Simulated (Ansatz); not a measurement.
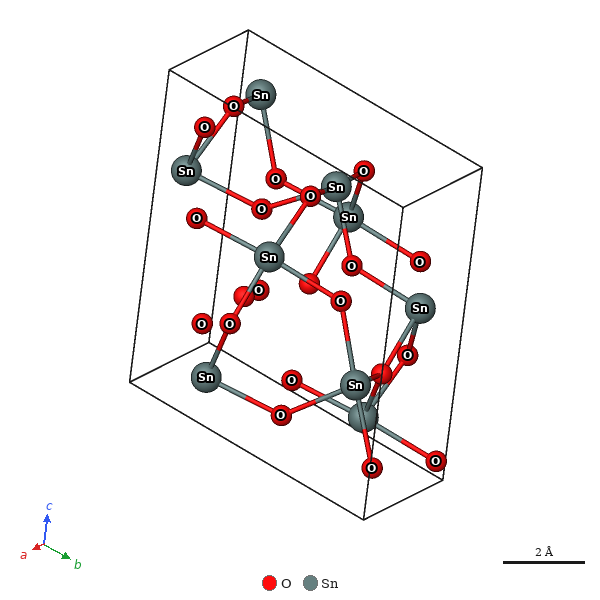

Ball-and-stick representation of a periodic structure, projected slightly off an axis. Atoms at the boundary of the supercell (the box) are drawn once for each face, edge or corner they touch. The host is SnO₂, in a cell of 24 sites, and the cell is neutral.

### Identify the point defect.

Oxygen on a tin site (an antisite). It is bonded to one O at about 1.2 Å.

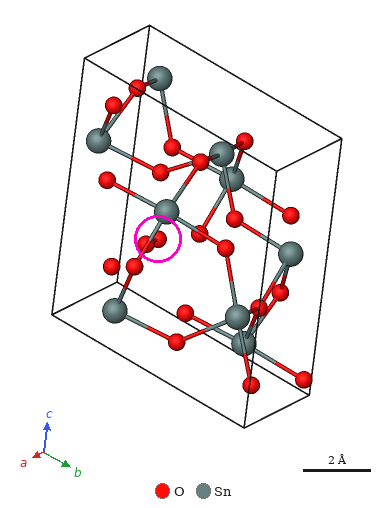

The same cell with a ring at the defect's site.

The atoms were relaxed in the host's cell with DFT PBE, scalar-relativistic, plane waves, PAW (Ansatz 0.2.0).
